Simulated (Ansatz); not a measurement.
# Collinear magnetic orders of antiperovskite Mn3IrN with PBEsol: energies and a three-shell Heisenberg model

Three Mn atoms on a triangle cannot all be antiparallel to one another, and the Mn sublattice of an antiperovskite is built of such triangles. Which collinear compromise costs least is therefore not obvious for Mn3IrN. The question matters for antiferromagnetic memory and for piezomagnetic elements, where the energy differences between orders govern thermal stability and the response to strain. Total energies of five collinear orders are considered here at fixed atomic positions with PBEsol. Each is given per Mn atom relative to the parallel order, so a negative value means a more stable order. The energies are then compared with a Heisenberg model containing couplings to the neighbours at 2.77, 3.91 and 4.79 Å.

## Method

One system, Mn3IrN (antiperovskite, Pm-3m), 5 atom(s) a primitive cell, from measured cells of the Crystallography Open Database. Ansatz 0.2.0, plane waves with the earlier PAW datasets of its set soft_1, cutoff 420 eV, Fermi-Dirac smearing of 0.1 eV, k meshes whose coarsest spacing along a reciprocal vector is 0.16 to 0.28 1/Å over all runs (2π included). Functional: PBEsol, no Hubbard U; collinear spins, no spin-orbit coupling. Atoms are fixed. Each order is started from typed moments on Mn, in the primitive cell or in a cell doubled at wavevector q (fractions of the primitive reciprocal vectors), on meshes of about the same density or denser; only runs that kept their pattern of signs are listed. Runs that did not converge or carry a known fault are not listed. The same in all rows: metal or insulator in the row's run, judged by its smearing entropy or density of states at the Fermi energy (a gap under a few smearing widths counts as a metal): metal.

Notes on method and selection:

- In a Heisenberg model with E = -sum over ordered pairs of J e_i.e_j, the energy per magnetic atom is E0 less the sum over shells of J times the listed sum; further shells and changes of moment size are outside it.
- Each state is what a run reaches from typed starting moments; only a few collinear orders were started, so the lowest found need not be the ground state. Spin-orbit coupling is left out of these energies, which are free energies at the smearing width. A magnetic atom is one that was given a starting moment.
- Site moments count the spin inside each program's own atomic sphere, so they depend somewhat on its radius and leave out the spin between the spheres.
- Ansatz's own search for a lower self-consistent state was switched off in these runs, so a run may rest in a state that is not the lowest for its pattern of moments.
- The shell on the horizontal axis is the one of the three whose sum correlates best with the energies.
- Runs that did not converge, have known faults or may not be shown are not listed, and runs on Ansatz's PAW sets soft_1 and soft_2 are kept to separate tables.

Columns:

- shell at 4.79 Å: sum of e_i.e_j over the 16 Mn neighbours at 4.79 Å, mean over magnetic atoms (+1 parallel, -1 opposed).
- shell at 2.77 Å: sum of e_i.e_j over the 8 Mn neighbours at 2.77 Å, mean over magnetic atoms (+1 parallel, -1 opposed).
- shell at 3.91 Å: sum of e_i.e_j over the 6 Mn neighbours at 3.91 Å, mean over magnetic atoms (+1 parallel, -1 opposed).
- moment (μB): largest site spin moment.
- net moment (μB): size of the net spin moment per magnetic atom.
- energy (meV): energy less that of the parallel order, per magnetic atom.

Input lines of one member:

```
magnetization:
  spin_polarized: true
kpoints:
  mp_grid: { grid: [10, 10, 10] }
hamiltonian:
  xc: pbesol
  pseudopotentials: { kind: paw, azcp: { folder: soft_1 }, xc_functional: pbe }
scf:
  occupations: { method: fermi_dirac, width: 0.1 }
  lower_state_search: "off"
output:
  write_density: true
  write_potential: true
  elf: true
  volumetric_format: npy
```

Command (options for logging and memory left out): `ansatz run input.yaml`

## Results

| member | shell at 4.79 Å | shell at 2.77 Å | shell at 3.91 Å | moment (μB) | net moment (μB) | energy (meV) |
| --- | --- | --- | --- | --- | --- | --- |
| partly opposed ++- | −5.33 | −2.67 | 6 | 2.43 | 0.91 | −208.7 |
| opposed q=(0,0,1/2) +-+-+- | −5.33 | 2.67 | 2 | 2.61 | 0.00 | ? |
| opposed q=(0,1/2,1/2) +-+-+- | 0.00 | 0.00 | −2 | 2.49 | 0.00 | −187.2 |
| opposed q=(1/2,1/2,1/2) +-+-+- | 0.00 | 0.00 | −6 | 2.29 | 0.00 | −127.6 |
| parallel +++ | 16.00 | 8.00 | 6 | 2.37 | 2.77 | 0.0 |

Cells marked ? are withheld until the estimate has been made.

Least-squares fits to the members shown, with x = shell at 4.79 Å; R² and errors in the fitted variable (y, or ln y where the fit is in ln y):

| y | members | fit | R² | rms residual | leave-one-out rms | the same for the mean of the others |
| --- | --- | --- | --- | --- | --- | --- |
| energy (meV) | 4 | y = −157.0 + 9.802 x | 0.93 | 21 | 29 | 108 |

## Why the values move as they do

Among the four orders with a shown energy, the ferrimagnetic ++- pattern is lowest, at −208.7 meV. The order at q=(0,1/2,1/2) follows 21.5 meV higher, and the one at q=(1/2,1/2,1/2) lies at −127.6 meV. The parallel order is highest by a wide margin. Antiparallel alignment is thus strongly favoured overall, as expected for Mn with a d shell near half filling, where hopping between opposed neighbours lowers the energy. In the ++- order two of the three pairs in each triangle are opposed, the most that collinear spins allow.

Between the parallel and ++- orders the 3.91 Å sum stays at 6, while the 4.79 Å sum changes by 16 + 5.33 = 21.33. The slope is 208.7 / 21.33 = 9.78 meV per unit of that sum. It cannot be credited to the 4.79 Å shell alone: in all four orders this sum is twice the 2.77 Å sum, so the same energies give 208.7 / 10.67 = 19.6 meV per unit of the nearest-neighbour sum equally well. Only a combination of the two couplings is fixed.

The three-shell model can still be tested, because it then has three free constants for four energies. It requires $3E_{++-} - 12E_{(0,1/2,1/2)} + 8E_{(1/2,1/2,1/2)} + E_{+++} = 0$, whereas the energies give −3 × 208.7 + 12 × 187.2 − 8 × 127.6 + 0 = 599.5 meV. Spread over the four orders by least squares, this is an rms residual of 599.5 / (2 × √218) = 20 meV, hardly better than the 21 meV of the one-shell fit; here 9 + 144 + 64 + 1 = 218 is the sum of the squared coefficients. The model therefore captures the large cost of parallel alignment, but its error is as large as the gap between the two lowest shown orders. Couplings beyond 4.79 Å are one possible cause. Another is the change of the Mn moment, from 2.29 to 2.49 μB among these orders, which a model of rigid spins omits.

## Blind estimate

Plain estimates from the members shown:

- opposed q=(0,0,1/2) +-+-+-, fit at x = −5.33: −209.2 meV

The order at q=(0,0,1/2) breaks the proportionality of the two sums: 2.67 at 2.77 Å but −5.33 at 4.79 Å. The plain fit, −209.2 meV, assigns the whole slope to the farther shell and cannot be taken over unchanged.

A fourth shell is added, at 3.91 × √2 = 5.53 Å with 12 neighbours. Counting signs gives a sum of −4 for both q=(0,0,1/2) and q=(0,1/2,1/2), and 12 for the other three orders, so this shell cancels between the first two. The line through the parallel and ++- orders passes through 0 − 16 × 9.78 = −156.5 meV where the near and far sums vanish. Comparison with q=(1/2,1/2,1/2) gives (−156.5 + 127.6) / 12 = −2.41 meV per unit of the 3.91 Å sum. Starting from q=(0,1/2,1/2), the estimate is −187.2 − 4 × 2.41 = −196.8 meV before the near and far shells act.

Those shells add 2.67 × 19.6 = +52 meV if only the nearest coupling acts, or −5.33 × 9.78 = −52 meV if only the farther one does. Couplings of the same sign give a shift between these limits, and the centre of the interval is adopted. A uniform spread over it has a standard deviation of (52 + 52) / √12 = 30 meV; combined with the 29 meV leave-one-out error of the plain fit, this gives 42 meV. The four constants reproduce the four shown energies exactly, leaving no member for a test. Whether this order lies below ++- remains open at this precision.

**Committed estimate, opposed q=(0,0,1/2) +-+-+-: energy = −197 ± 42 meV.**

## The withheld result

| member | shell at 4.79 Å | shell at 2.77 Å | shell at 3.91 Å | moment (μB) | net moment (μB) | energy (meV) |
| --- | --- | --- | --- | --- | --- | --- |
| opposed q=(0,0,1/2) +-+-+- | −5.33 | 2.67 | 2 | 2.61 | 0.00 | −163.9 |

| member | estimate | energy (meV) | computed | estimate − computed | miss in error bars |
| --- | --- | --- | --- | --- | --- |
| opposed q=(0,0,1/2) +-+-+- | committed | −197.0 | −163.9 | −33.1 | 0.8 |
| opposed q=(0,0,1/2) +-+-+- | fit | −209.2 | −163.9 | −45.3 |  |

energy (meV) against shell at 4.79 Å (numbers count the rows of the first table from the top):

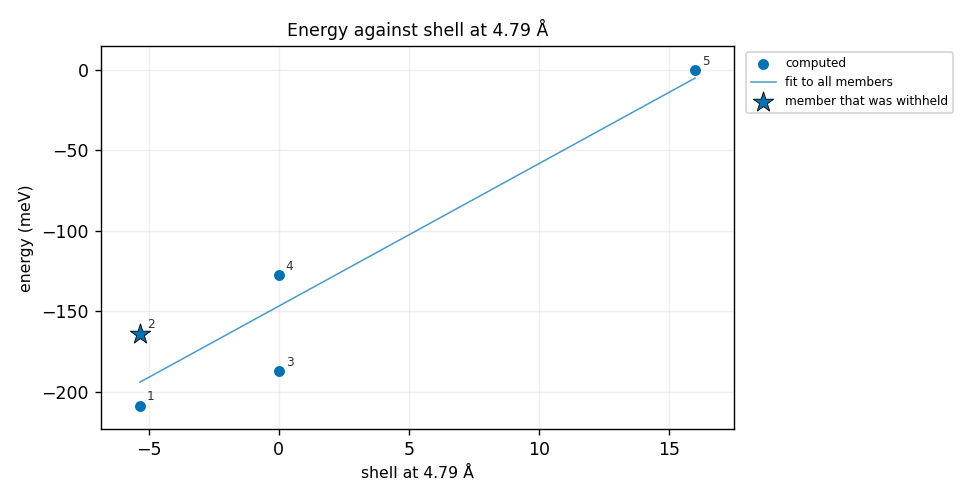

The computed energy of the q=(0,0,1/2) order is −163.9 meV. The estimate of −197 ± 42 meV was 33.1 meV too low, which is inside its error bar and closer than the plain fit, 45.3 meV too low.

The objection to the plain fit held: parallel nearest neighbours cost energy that a fit in the 4.79 Å sum alone cannot register. Taking the centre between a purely near and a purely far coupling was the weak step, since the result lies towards the near end.

With the new row, least squares over all three shells gives, in meV,

$$E = -156.5 + 9.1\,s_{2.77} - 1.15\,s_{3.91} + 5.5\,s_{4.79},$$

where $s$ is the listed sum at each distance. The positive coefficients mean antiferromagnetic coupling at 2.77 and 4.79 Å. Their relative size is uncertain, because it rests on this one order: the four-shell model used for the estimate would give about 16 and 1.8 instead.

## Exceptions

Least-squares fits to the whole series, with x = shell at 4.79 Å; R² and errors in the fitted variable (y, or ln y where the fit is in ln y):

| y | members | fit | R² | rms residual | leave-one-out rms | the same for the mean of the others |
| --- | --- | --- | --- | --- | --- | --- |
| energy (meV) | 5 | y = −146.9 + 8.857 x | 0.88 | 25 | 46 | 92 |

Largest departures from the fit to the whole series:

| member | energy (meV) | fit | computed − fit | in rms residuals |
| --- | --- | --- | --- | --- |
| opposed q=(0,1/2,1/2) +-+-+- | −187.2 | −146.9 | −40.3 | 1.6 |
| opposed q=(0,0,1/2) +-+-+- | −163.9 | −194.1 | +30.2 | 1.2 |
| opposed q=(1/2,1/2,1/2) +-+-+- | −127.6 | −146.9 | +19.3 | 0.8 |
| partly opposed ++- | −208.7 | −194.1 | −14.6 | 0.6 |

No order departs from the one-shell fit by more than 1.6 rms residuals, but the departures have a pattern. The fit gives the orders at q=(0,1/2,1/2) and q=(1/2,1/2,1/2) the same energy, since their 4.79 Å sums are both zero; they lie 40.3 meV below and 19.3 meV above it. Their 2.77 Å sums are also zero, so neither coupling can part them. The 3.91 Å coupling does little better: the three-shell fit still leaves them 33 meV too low and 22 meV too high. An antiferromagnetic coupling at 5.53 Å would have the right sign, as its sum is −4 in the first and 12 in the second. The larger Mn moments of the first, up to 2.49 against 2.29 μB, may also contribute.

The q=(0,0,1/2) order lies 30.2 meV above the one-shell fit and the ++- order 14.6 meV below it. They share the same 4.79 Å sum, but their nearest-neighbour sums are +2.67 and −2.67, so an antiferromagnetic nearest-neighbour coupling shifts them apart in the observed sense.

## Conclusions

The ++- order is the lowest of the five collinear orders, 208.7 − 187.2 = 21.5 meV per Mn below q=(0,1/2,1/2). Three shells account for the high energy of the parallel order and pick the correct lowest one, but they interchange the second and third. Their rms residual is 599.5 / √(5 × 218) = 18 meV, with four constants for five energies, so a further collinear order could not be ranked reliably within a few tens of meV.

The main omission is noncollinear order. For three equal spins at 120° in the primitive cell, the cosines of the three pairs add to 3 × (−0.5) = −1.5, against −1 for ++- and 3 for parallel. Since ++- lies below the parallel order, bilinear exchange of any range then puts the triangular order lower still, if the moments stay rigid. This agrees with the triangular magnetism common in manganese nitride antiperovskites. The ++- order is therefore unlikely to be the ground state.

[Logs are printed without paths, hosts, clocks, repeated set-up lines and the standing remarks that a program may print on its own settings, such as how far it seeks lower states.]
